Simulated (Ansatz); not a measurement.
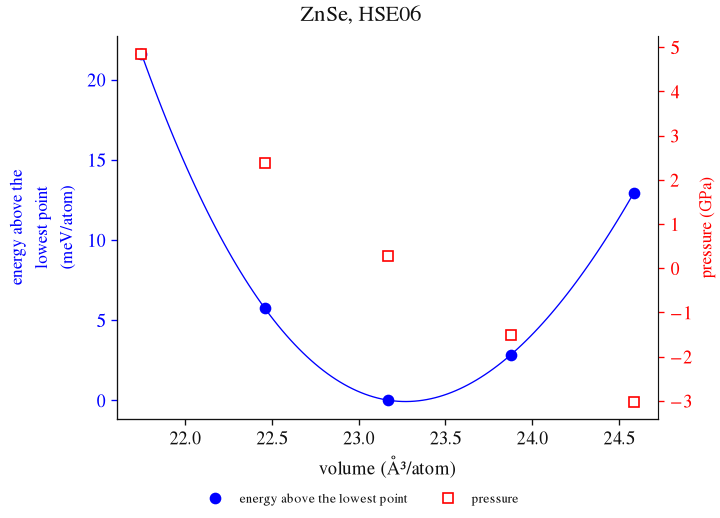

Figure. Energy above the lowest point and pressure against volume for ZnSe, space group F-43m (No. 216) (one of a set of cubic test structures, which need not be the stable phase).

A third-order Birch–Murnaghan fit gives V0 = 23.27 Å³/atom, B0 = 61.9 GPa and B′ = 4.4. The energy above the lowest point is 21.6 meV/atom at volume 21.75 Å³/atom and 12.9 meV/atom at 24.59 Å³/atom; the lowest computed point is at volume 23.17 Å³/atom (0.0 meV/atom). The pressure falls from 4.852 GPa at volume 21.75 Å³/atom to −3.018 GPa at 24.59 Å³/atom, and changes sign near 23.28 Å³/atom.

Computed with Ansatz 0.2.0 development build: equation of state of a cubic crystal from periodic Kohn-Sham density functional theory without spin, third-order Birch-Murnaghan fit to the free energies; pressure corrected for the finite basis. Level: HSE06.

```json
{"setting": "structure type", "value": "zinc blende"}
{"setting": "atoms in cell", "value": "2"}
{"setting": "space group number", "value": "216"}
{"setting": "lattice centring", "value": "face-centred primitive"}
{"setting": "k mesh", "value": "4×4×4"}
{"setting": "occupation method", "value": "Fermi–Dirac"}
{"setting": "occupation width", "value": "0.05 eV"}
{"setting": "wave cutoff", "value": "700 eV"}
{"setting": "datasets", "value": "hard PAW"}
{"setting": "density tolerance", "value": "0 eV"}
{"setting": "bands", "value": "22"}
{"setting": "density cutoff ratio", "value": "4"}
{"setting": "search for lower states", "value": "default"}
{"setting": "exchange singularity", "value": "regularized"}
```

Caveats: modest k-mesh, values are not fully converged in k; pseudopotentials made with PBE, not this functional.
